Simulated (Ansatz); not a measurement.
Ti6Si (slab)

Input

```
crystal:
  lattice:
    - [2.9381632085, 0.0, 0.0]
    - [0.0, 4.6504654182, 0.0]
    - [0.0, 0.0, 21.2842242132]
  atoms:
    - { symbol: Ti, position: [0.0, 0.75, 0.187932619] }
    - { symbol: Ti, position: [0.5, 0.25, 0.2277825403] }
    - { symbol: Ti, position: [0.5, 0.75, 0.3074823829] }
    - { symbol: Ti, position: [0.0, 0.25, 0.346129198] }
    - { symbol: Ti, position: [0.0, 0.75, 0.422068007] }
    - { symbol: Ti, position: [0.5, 0.25, 0.4596937203] }
    - { symbol: Si, position: [0.5, 0.75, 0.5198534417] }
basis:
  ecutwfc: 420
kpoints:
  mp_grid: { grid: [9, 6, 1] }
hamiltonian:
  xc: pbe
  pseudopotentials: { kind: paw, azcp: { folder: soft_1 } }
scf:
  occupations: { method: gaussian, width: 0.1 }
output:
  forces: true
  eigenvalues: true
  write_density: true
  write_potential: true
  elf: true
  volumetric_format: npy
relax:
  adjacent_minimum: "off"
  f_tol: 0.025
  max_steps: 16
  constraints: [{ sites: [0, 1, 2, 3, 4, 5] }, { sites: [6], fix: xy }]
efield:
  axis: 3
  dipole_correction: true
  ramp_width: 0.04
```

Launched as:

```sh
ansatz run input.yaml --threads 2 --pin off --max-ram 6144MiB --backend cpu --events-out ev --progress --plain --runs-dir out
```

The fields are those of the run's last geometry, not of the input's.

A point of a scan over the structure, not its minimum; not relaxed (largest force 0.6 eV/Å); computed without spin polarisation; PAW files of the earlier set (soft_1).

Theory: DFT PBE, scalar-relativistic, plane waves, PAW (Ansatz 0.2.0).

**What will maps of the valence pseudo-density and electron localisation function show?**

Ti–Ti (2.87 Å): the density is about 0.19 e/Å³ at the midpoint; the ELF is about 0.20 at the midpoint; no localised pair shows between them.

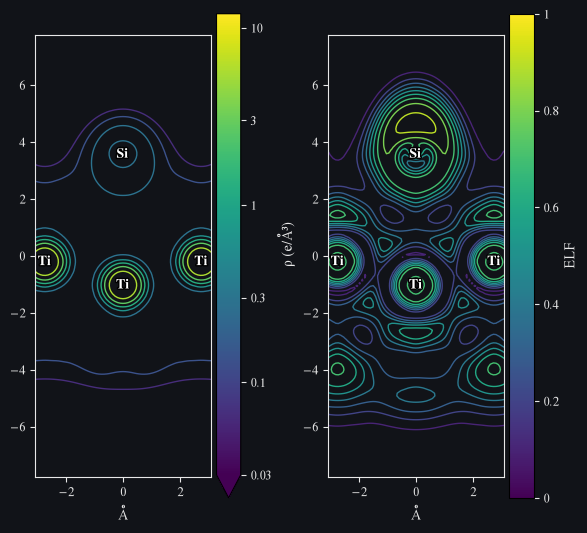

Computed valence pseudo-density and electron localisation function on the (11̄0) plane of the calculation cell, a cut from vacuum to vacuum, in this order. 

Core electrons are frozen (PAW), and the valence fields are smoothed inside the atomic spheres.
